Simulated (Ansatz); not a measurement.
Al2Cu

```
CELL_PARAMETERS angstrom
6.18599 0.00000 0.00000
0.00000 6.18599 0.00000
0.00000 0.00000 4.97265
ATOMIC_POSITIONS crystal
Cu 0.00000 0.00000 0.75000
Cu 0.50000 0.50000 0.25000
Cu 0.00000 0.00000 0.25000
Cu 0.50000 0.50000 0.75000
Al 0.15810 0.34190 0.50000
Al 0.65810 0.84190 0.00000
Al 0.84190 0.34190 0.00000
Al 0.34190 0.84190 0.50000
Al 0.34190 0.15810 0.00000
Al 0.84190 0.65810 0.50000
Al 0.15810 0.65810 0.00000
Al 0.65810 0.15810 0.50000
```

Space group I4/mcm; computed pressure about −5 GPa in this cell.

Theory: Kohn-Sham DFT of a periodic cell, PBE, Ansatz PAW (Ansatz 0.2.0).

What will maps of the valence pseudo-density and electron localisation function show?

Answer. Al–Al (2.77 Å): ρ at the midpoint is about 0.24 e/Å³; the ELF peaks at about 0.85 between the atoms.

Metal or insulator at this level of theory?

Answer. It is metallic or semimetallic at this level of theory: no gap opens.

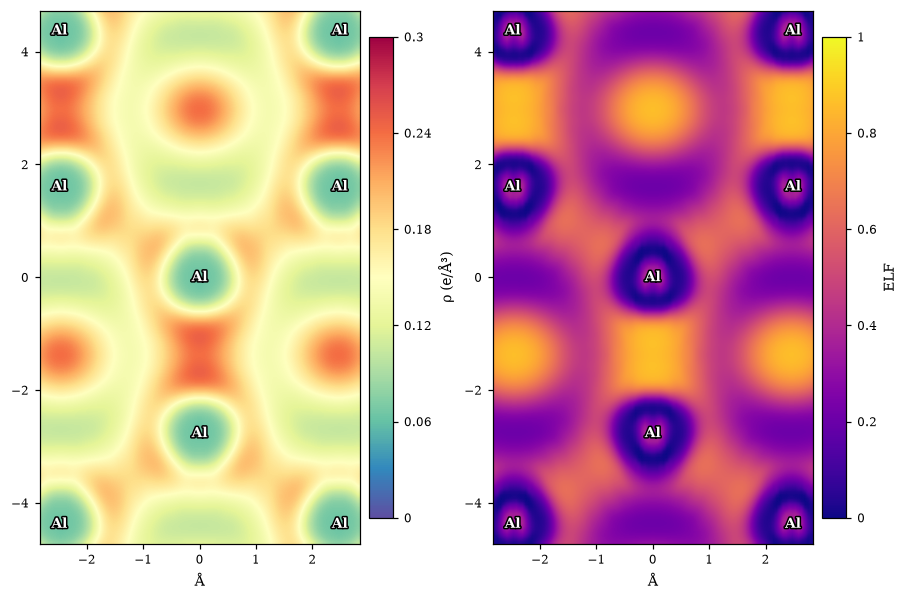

Computed valence pseudo-density and electron localisation function on the (110) plane of the conventional cell, in this order. 

The density is the valence pseudo-density of a PAW calculation; it isn't the true density close to the nuclei.
